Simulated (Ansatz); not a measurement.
HfB

Input

```
crystal:
  lattice:
    - [0.0, 2.416878813, 2.416878813]
    - [2.416878813, 0.0, 2.416878813]
    - [2.416878813, 2.416878813, 0.0]
  atoms:
    - { symbol: Hf, position: [0.4990139328, 0.5009860672, 0.5009860672] }
    - { symbol: B, position: [0.0162813294, -0.0162813294, -0.0162813294] }
basis:
  ecutwfc: 520.0
kpoints:
  mp_grid: { grid: [16, 16, 16] }
hamiltonian:
  xc: pbe
scf:
  occupations: { method: gaussian, width: 0.15 }
output:
  forces: true
  stress: true
  eigenvalues: true
  write_density: true
  write_potential: true
  elf: true
  volumetric_format: npy
```

Launched as:

```sh
ansatz run input.yaml --threads 1 --pin off --max-ram 2048MiB --backend cpu --events-out ev --progress --plain --runs-dir out
```

Below, planes, directions and counts refer to the conventional cell (a = 3.42 Å, b = 3.42 Å, c = 4.83 Å, α = 90.00°, β = 90.00°, γ = 90.00°).

Space group I4mm; not relaxed (largest force 0.7 eV/Å); computed without spin polarisation.

Level of theory: DFT PBE, scalar-relativistic, plane waves, PAW in Ansatz.

Core electrons are frozen (PAW), and the valence fields are smoothed inside the atomic spheres.

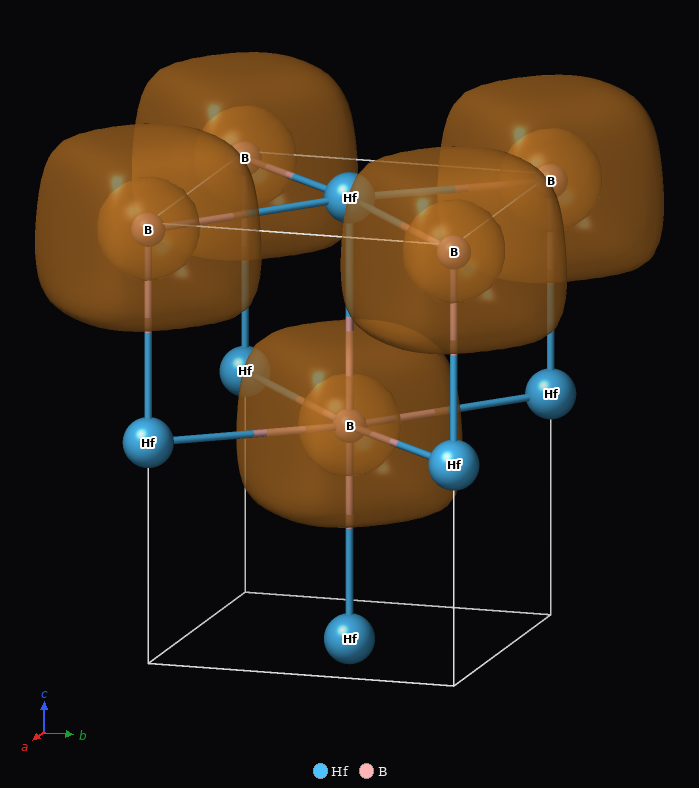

Figure 1. Isosurface of the electron localisation function at 0.55 (orange), seen slightly off an axis. Core shells and regions of very low density are left out. Sticks mark near contacts.

Describe the localisation domains.

Answer. The surface consists of two regions wrapped around B (the valence shell of each), counted in one cell of 4 atoms. Any copies at cell faces, edges or corners count once.


Hf–B (2.33 Å): the ELF peaks at about 0.75 in the valence shell of B, 0.8 Å from its nucleus, and is about 0.25 at the midpoint. Hf–B (2.42 Å): the ELF peaks at about 0.75 in the valence shell of B, 0.8 Å from its nucleus, and is about 0.25 at the midpoint.

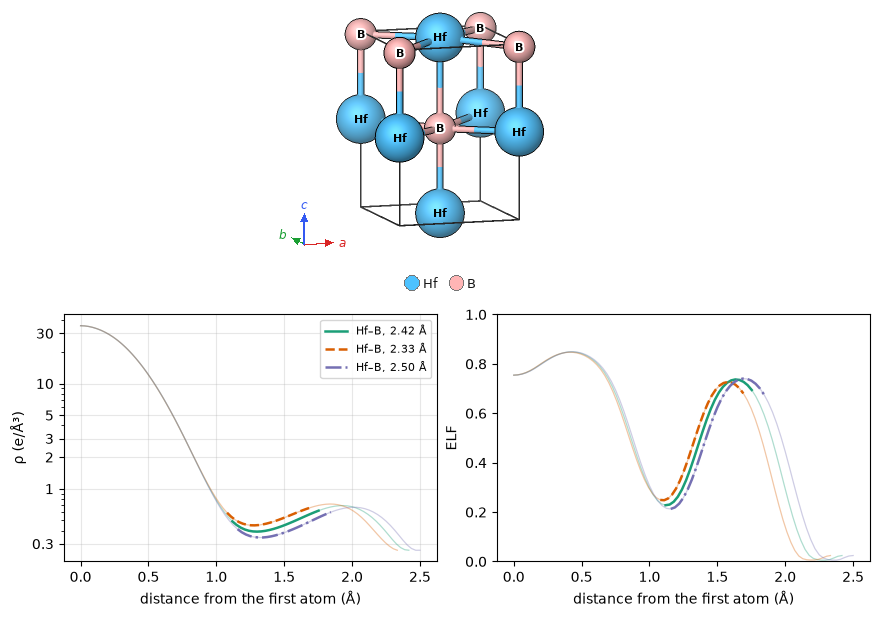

Figure 2. Valence charge density (pseudo) and electron localisation function along straight lines between neighbouring atoms. Thin, pale parts lie inside the atomic spheres. The structure is drawn too.

What can be read from the curves?

Answer. Hf–B (2.42 Å): ρ at the midpoint is about 0.41 e/Å³; the ELF peaks at about 0.75 in the valence shell of B, 0.8 Å from its nucleus, and is about 0.25 at the midpoint.
Hf–B (2.33 Å): ρ at the midpoint is about 0.48 e/Å³; the ELF peaks at about 0.75 in the valence shell of B, 0.8 Å from its nucleus, and is about 0.25 at the midpoint.
Hf–B (2.50 Å): the density is about 0.35 e/Å³ at the midpoint; the ELF peaks at about 0.75 in the valence shell of B, 0.8 Å from its nucleus, and is about 0.25 at the midpoint.

Metal or insulator at this level of theory?

Answer. It is gapless in this calculation (a metal or semimetal).
